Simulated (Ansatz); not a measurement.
## Al: geometry relaxation (part 2 of 2)

The same run, continued: Al (defect cell, 19 atoms in the cell); DFT PBEsol, scalar-relativistic, plane waves, PAW, no spin polarisation (Ansatz 0.2.0); cutoff 420 eV, 4×4×4 k-mesh, Gaussian smearing of 0.1 eV. The structure derives from an entry of the Crystallography Open Database. It belongs to a series of runs on one base structure; here: Al vacancy after atom 1 has jumped, atoms relaxed.

Geometry of the input (Å; fractional positions):
```
6.0233  2.0078  4.0156
-6.0233  -2.0078  4.0156
2.0078  -6.0233  -4.0156
Al 0.0500  0.3500  0.9000
Al 0.6000  0.2000  0.8000
Al 0.1000  0.7000  0.8000
Al 0.2000  0.4000  0.6000
Al 0.3000  0.1000  0.4000
Al 0.5500  0.8500  0.9000
Al 0.6500  0.5500  0.7000
Al 0.7500  0.2500  0.5000
Al 0.0000  0.0000  0.0000
Al 0.2500  0.7500  0.5000
Al 0.3500  0.4500  0.3000
Al 0.4500  0.1500  0.1000
Al 0.7000  0.9000  0.6000
Al 0.8000  0.6000  0.4000
Al 0.9000  0.3000  0.2000
Al 0.4000  0.8000  0.2000
Al 0.5000  0.5000  1.0000
Al 0.8500  0.9500  0.3000
Al 0.9500  0.6500  0.1000
```

## Output, continued
```
  k-point 0: bands = ["-3.4902", "-0.0118", "0.0720", "0.0720", "0.0798", "0.3783", "0.3870", "0.4393", "0.4393", "0.5920", "0.5920", "0.7721", "1.8521", "3.5433", "3.7304", "3.7304", "4.0253", "4.8412", "6.2054", "6.7949", "6.7949", "6.9246", "6.9246", "7.3210", "7.4365", "7.4870", "7.4870", "7.6289", "7.7205", "7.7277", "7.9628", "7.9948", "7.9948", "8.0232", "8.2020", "8.2020", "8.8325", "9.0183", "9.3016", "9.5199", "9.6595", "9.6595", "9.9767", "10.9340", "10.9850", "10.9850", "11.3895", "11.5417"]
  k-point 1: bands = ["-3.2673", "-1.4601", "-0.2565", "-0.2244", "-0.0784", "0.0213", "0.3348", "0.5768", "1.5209", "1.5726", "1.7251", "1.7974", "2.1396", "2.1726", "2.9332", "4.9627", "5.0008", "5.0551", "5.2522", "5.4097", "5.5985", "5.7849", "6.4317", "6.5655", "6.7517", "6.8715", "6.9009", "7.1837", "7.7322", "8.2794", "8.3285", "8.4307", "8.6098", "8.8407", "8.9880", "9.1493", "9.9095", "9.9515", "10.0534", "10.1554", "10.1573", "10.1986", "10.4498", "10.5585", "10.7253", "10.7534", "10.8947", "10.9520"]
  k-point 2: bands = ["-2.7144", "-2.4493", "-0.4803", "-0.4398", "-0.2966", "-0.0589", "0.8552", "0.9031", "1.1586", "1.4206", "2.9586", "3.0913", "3.0957", "3.1387", "3.2736", "3.2808", "3.4226", "3.9427", "4.7099", "4.7383", "5.5023", "5.8847", "6.5624", "6.5762", "6.6581", "6.8004", "6.9833", "7.2188", "8.0764", "8.1091", "8.2020", "8.4168", "8.8283", "8.8844", "9.0930", "9.4578", "9.8648", "10.0919", "10.1056", "10.1697", "10.2659", "10.3457", "10.4163", "10.5691", "10.5945", "10.5993", "10.9045", "11.1703"]
  k-point 13: bands = ["-1.8628", "-1.7485", "-1.7485", "-1.5716", "-1.2893", "-0.7491", "2.1940", "2.2135", "2.2148", "2.2148", "2.4180", "2.4180", "2.4744", "2.9798", "4.7499", "4.7499", "5.2722", "5.2974", "5.3512", "5.3512", "5.6205", "5.7309", "5.7673", "5.7673", "5.8082", "5.8445", "6.1563", "6.2820", "6.4168", "6.4168", "6.4459", "6.4459", "6.9501", "7.4204", "7.8258", "7.9276", "7.9276", "9.2533", "12.3092", "12.4235", "12.4235", "12.4764", "12.6248", "12.6248", "12.6980", "12.7464", "12.9228", "12.9228"]
--- Relaxed structure (3 steps of the walk, 3 accepted, 0 SCFs on fresh bases) ---
  F+E_penalty+E_count = -9965.63293386 eV   max|allowed force component| = 4.395e-3 eV/Å
  atoms:
    - { symbol: Al, position: [0.04853734102323193, 0.3470898585488243, 0.8956271995720563] }
    - { symbol: Al, position: [0.5916268715283579, 0.19592775647144203, 0.7983861432304911] }
    - { symbol: Al, position: [0.10245838675904903, 0.7067592717021332, 0.7983861432304911] }
    - { symbol: Al, position: [0.1975416132409511, 0.3932407282978668, 0.6016138567695088] }
    - { symbol: Al, position: [0.29592775647144215, 0.09754161324095104, 0.40430088494308425] }
    - { symbol: Al, position: [0.5518847016283134, 0.852135233079014, 0.9040199347073274] }
    - { symbol: Al, position: [0.6500000000000001, 0.55, 0.6999999999999998] }
    - { symbol: Al, position: [0.7481152983716868, 0.24786476692098583, 0.4959800652926726] }
    - { symbol: Al, position: [0.004072243528557881, 0.0024583867590489555, -0.004300884943084194] }
    - { symbol: Al, position: [0.2514626589767681, 0.7529101414511756, 0.5043728004279435] }
    - { symbol: Al, position: [0.347864766920986, 0.4518847016283135, 0.2997494685492993] }
    - { symbol: Al, position: [0.44708985854882444, 0.15146265897676803, 0.09855251752559252] }
    - { symbol: Al, position: [0.7083731284716421, 0.9040722435285581, 0.601613856769509] }
    - { symbol: Al, position: [0.8067592717021332, 0.608373128471642, 0.40430088494308414] }
    - { symbol: Al, position: [0.9, 0.29999999999999993, 0.2] }
    - { symbol: Al, position: [0.4, 0.8, 0.19999999999999996] }
    - { symbol: Al, position: [0.4932407282978669, 0.4916268715283579, 0.9956991150569157] }
    - { symbol: Al, position: [0.8529101414511756, 0.948537341023232, 0.3014474824744075] }
    - { symbol: Al, position: [0.952135233079014, 0.6481152983716867, 0.10025053145070073] }
```

## Trajectory as extended XYZ (Å, eV, eV/Å), 3 frames, from step=1 to step=3
```
19
Lattice="6.0233 2.0078 4.0156 -6.0233 -2.0078 4.0156 2.0078 -6.0233 -4.0156" Properties=species:S:1:pos:R:3:forces:R:3 step=1 energy=-9965.57339
Al    0.0000   -6.0233   -2.0078    0.1305   0.1252   0.0000
Al    4.0156   -4.0156    0.0000   -0.1440  -0.0011  -0.1832
Al   -2.0078   -6.0233    0.0000   -0.1440  -0.0011   0.1832
Al    0.0000   -4.0156    0.0000    0.1440   0.0011  -0.1832
Al    2.0078   -2.0078    0.0000    0.0011  -0.1440  -0.1832
Al    0.0000   -6.0233    2.0078   -0.0736  -0.0957   0.0000
Al    2.0078   -4.0156    2.0078    0.0000   0.0000   0.0000
Al    4.0156   -2.0078    2.0078    0.0736   0.0957   0.0000
Al    0.0000    0.0000    0.0000   -0.0011   0.1440   0.1832
Al   -2.0078   -4.0156    2.0078   -0.1305  -0.1252   0.0000
Al    0.0000   -2.0078    2.0078   -0.0957   0.0736   0.0000
Al    2.0078    0.0000    2.0078   -0.1252   0.1305   0.0000
Al    0.0000   -4.0156    4.0156    0.1440   0.0011   0.1832
Al    2.0078   -2.0078    4.0156    0.0011  -0.1440   0.1832
Al    4.0156    0.0000    4.0156    0.0000   0.0000   0.0000
Al   -2.0078   -2.0078    4.0156    0.0000   0.0000   0.0000
Al    2.0078   -6.0233    0.0000   -0.0011   0.1440  -0.1832
Al    0.0000   -2.0078    6.0233    0.1252  -0.1305   0.0000
Al    2.0078    0.0000    6.0233    0.0957  -0.0736   0.0000
19
Lattice="6.0233 2.0078 4.0156 -6.0233 -2.0078 4.0156 2.0078 -6.0233 -4.0156" Properties=species:S:1:pos:R:3:forces:R:3 step=2 energy=-9965.63115
Al    0.0097   -5.9948   -2.0078   -0.0315  -0.0029   0.0000
Al    3.9883   -4.0130   -0.0379   -0.0069  -0.0055  -0.0027
Al   -2.0350   -6.0208    0.0379   -0.0069  -0.0055   0.0027
Al    0.0272   -4.0181   -0.0379    0.0069   0.0055  -0.0027
Al    2.0052   -2.0350   -0.0379    0.0055  -0.0069  -0.0027
Al   -0.0020   -6.0426    2.0078    0.0381  -0.0222   0.0000
Al    2.0078   -4.0156    2.0078    0.0000   0.0000   0.0000
Al    4.0175   -1.9885    2.0078   -0.0381   0.0222   0.0000
Al    0.0025    0.0272    0.0379   -0.0055   0.0069   0.0027
Al   -2.0175   -4.0441    2.0078    0.0315   0.0029   0.0000
Al   -0.0192   -2.0058    2.0078   -0.0222  -0.0381   0.0000
Al    1.9793    0.0097    2.0078    0.0029  -0.0315   0.0000
Al    0.0272   -4.0181    4.0535    0.0069   0.0055   0.0027
Al    2.0052   -2.0350    4.0535    0.0055  -0.0069   0.0027
Al    4.0156    0.0000    4.0156    0.0000   0.0000   0.0000
Al   -2.0078   -2.0078    4.0156    0.0000   0.0000   0.0000
Al    2.0103   -5.9961   -0.0379   -0.0055   0.0069  -0.0027
Al    0.0285   -2.0175    6.0233   -0.0029   0.0315   0.0000
Al    2.0270   -0.0020    6.0233    0.0222   0.0381   0.0000
19
Lattice="6.0233 2.0078 4.0156 -6.0233 -2.0078 4.0156 2.0078 -6.0233 -4.0156" Properties=species:S:1:pos:R:3:forces:R:3 step=3 energy=-9965.63293
Al   -0.0001   -5.9941   -2.0078   -0.0044  -0.0009   0.0000
Al    3.9864   -4.0145   -0.0435    0.0023   0.0001  -0.0020
Al   -2.0369   -6.0222    0.0435    0.0023   0.0001   0.0020
Al    0.0291   -4.0166   -0.0435   -0.0023  -0.0001  -0.0020
Al    2.0067   -2.0369   -0.0435   -0.0001   0.0023  -0.0020
Al    0.0066   -6.0481    2.0078    0.0013   0.0012   0.0000
Al    2.0078   -4.0156    2.0078    0.0000   0.0000   0.0000
Al    4.0090   -1.9831    2.0078   -0.0013  -0.0012   0.0000
Al    0.0011    0.0291    0.0435    0.0001  -0.0023   0.0020
Al   -2.0077   -4.0448    2.0078    0.0044   0.0009   0.0000
Al   -0.0247   -2.0143    2.0078    0.0012  -0.0013   0.0000
Al    1.9785   -0.0001    2.0078    0.0009  -0.0044   0.0000
Al    0.0291   -4.0166    4.0591   -0.0023  -0.0001   0.0020
Al    2.0067   -2.0369    4.0591   -0.0001   0.0023   0.0020
Al    4.0156    0.0000    4.0156    0.0000   0.0000   0.0000
Al   -2.0078   -2.0078    4.0156    0.0000   0.0000   0.0000
Al    2.0089   -5.9942   -0.0435    0.0001  -0.0023  -0.0020
Al    0.0292   -2.0077    6.0233   -0.0009   0.0044   0.0000
Al    2.0325    0.0066    6.0233   -0.0012   0.0013   0.0000
```

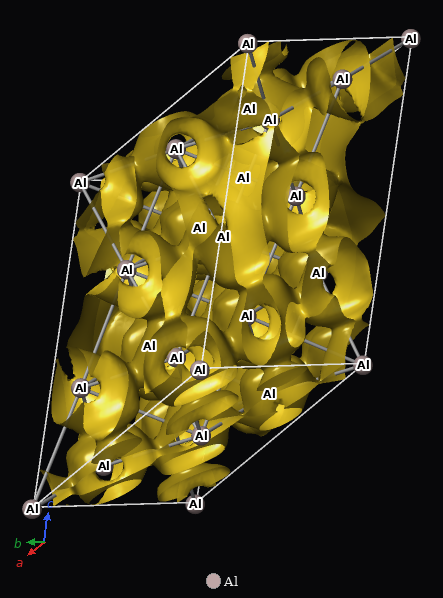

*Isosurface of the electron localisation function at 0.55 (yellow), seen at an oblique angle. Only the valence region is drawn (cores and ρ < 0.01 e/Å³ removed). Sticks mark near contacts. The outline is the calculation cell.*

Along the contacts the grid gives the following. Al–Al (2.79 Å): the ELF peaks at about 0.75 between the atoms (a covalent bond). Al–Al (2.83 Å): the ELF peaks at about 0.65 between the atoms. Core electrons are frozen (PAW), so the fields are smoothed inside the atomic spheres.

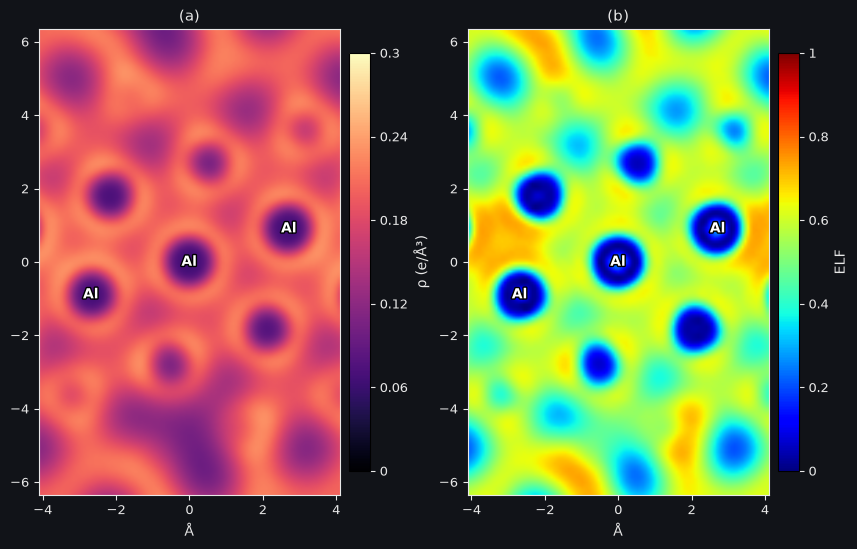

*(a) valence pseudo-density; (b) electron localisation function on the (101) plane of the calculation cell.*

Atoms in the plane: Al. Al–Al (2.83 Å): ρ is about 0.21 e/Å³ halfway; the ELF peaks at about 0.65 between the atoms. Al–Al (2.87 Å): ρ at the midpoint is about 0.2 e/Å³; the ELF is about 0.60 at the midpoint, which marks nearly free electrons, as in a simple metal. Away from the nuclei the density in this plane falls to 0.1 e/Å³ at its lowest.

## Results in brief

```tsv
quantity	value
outcome	converged
electrons treated	57
free energy	−9965.6329 eV
Fermi energy	7.452 eV
gap on the k-point mesh	none (metallic)
pressure	−1.21 GPa
final volume	323.75 Å³
largest force (length of the vector) at the end	0.004 eV/Å
hardware	4 threads of Arm Neoverse V1, 24 GiB of memory available, shared host
wall time	15 s (CPU time 57 s)
peak memory	0.86 GiB
```

## Notes

Warnings of the run: the SCF threshold is looser than advised for the printed stress.
